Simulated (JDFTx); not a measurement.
## A series of single points on Pb

System: Pb (1 atom in the cell).
Method: Kohn-Sham DFT of a periodic cell, LDA, PseudoDojo-SR-LDA-0.4.1-standard, no spin polarisation (JDFTx 1.7.0 (patched build)).

The 7 runs differ only in the geometry, by an even scaling of the cell at fixed fractional positions. The structure derives from an entry of the Crystallography Open Database.

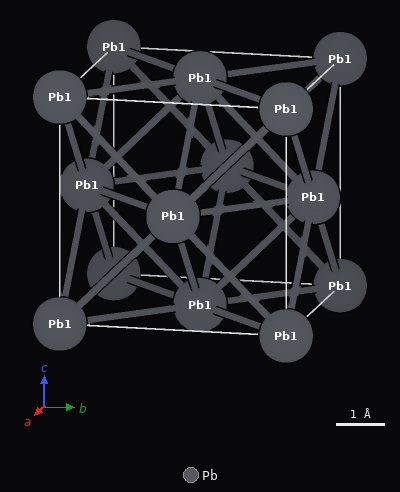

Figure 1. The structure of run 4 (ball-and-stick view of the cell 4 times as large as that of the calculation, set on its symmetry axes, seen slightly off an axis; atoms are numbered from 1 in the order of the input).

**Input of run 4**
```
lattice \
    0.0000000000     2.4750200000     2.4750200000 \
    2.4750200000     0.0000000000     2.4750200000 \
    2.4750200000     2.4750200000     0.0000000000
latt-scale 1.889726124626 1.889726124626 1.889726124626
coords-type Lattice
ion Pb     0.0000000000     0.0000000000     0.0000000000 1

ion-species pseudo/Pb.upf
elec-cutoff 28
elec-ex-corr lda-PW
kpoint-folding 9 9 9
elec-smearing Fermi 0.0018374661
elec-n-bands 13
electronic-SCF nIterations 100 energyDiffThreshold 1e-09
electronic-minimize nIterations 30 energyDiffThreshold 1e-7
forces-output-coords Cartesian

dump-name run.$VAR
dump End Ecomponents EigStats BandEigs Kpoints Forces Stress
```

Command:
```bash
jdftx -c 1 -i Pb.in -o Pb.out
```

Run 5 differs from it as follows:
```diff
-    0.0000000000     2.4750200000     2.4750200000 \
-    2.4750200000     0.0000000000     2.4750200000 \
-    2.4750200000     2.4750200000     0.0000000000
+    0.0000000000     2.4914113386     2.4914113386 \
+    2.4914113386     0.0000000000     2.4914113386 \
+    2.4914113386     2.4914113386     0.0000000000
```

**Results, with one run withheld**

| run | volume per atom (Å³) | free energy per atom, from the lowest run given (meV) | pressure (GPa) |
| --- | --- | --- | --- |
| 1 | 28.503 | 1.33 | 0.95 |
| 2 | 29.110 | 0.00 | −0.23 |
| 3 | 29.716 | 2.89 | −1.28 |
| 4 | 30.323 | 9.47 | −2.19 |
| 5 | 30.929 | ? | ? |
| 6 | 31.535 | 31.85 | −3.67 |
| 7 | 32.142 | 46.92 | −4.29 |

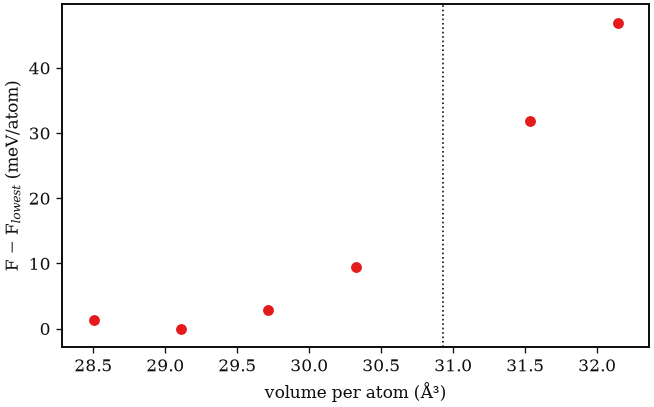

Figure 2. Free energy per atom of the runs given; the dotted line marks run 5.

Fit the runs given and predict run 5.

A cubic polynomial in V^(−2/3) (the Birch–Murnaghan form), fitted to the 6 runs given, misses them by under 0.01 meV per atom. With x = V^(−2/3) − 0.10317 Å⁻², it reads F = 7.5699 − 5403.8 x + 9.3485e+05 x² + 6.521e+06 x³ (meV per atom). At run 5 it gives 19.26 meV per atom, and the run itself gives 19.26. The slope of the fit gives a pressure −dF/dV of −2.98 GPa there, and the run prints −2.98 GPa. The fit has its minimum at 28.985 Å³ per atom, where V d²F/dV² gives 54.6 GPa: the bulk modulus at this level, since symmetry fixes the shape and the positions.

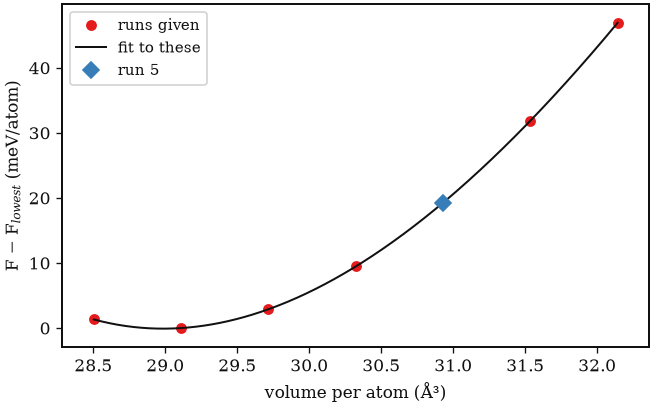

Figure 3. The fit and the withheld run.

**Some lines of the output (run 5)**
```
[...]
unit cell volume = 208.719
     Etot =      -60.4758434607555344
        F =      -60.4759658243103218
	HOMO-LUMO gap: +0.008931
	Optical gap  : +0.052513 at state 31 ( [ +0.111111 +0.333333 -0.222222 ] spin 0 )
```

Notes: Spin–orbit coupling is left out, which matters for Pb.
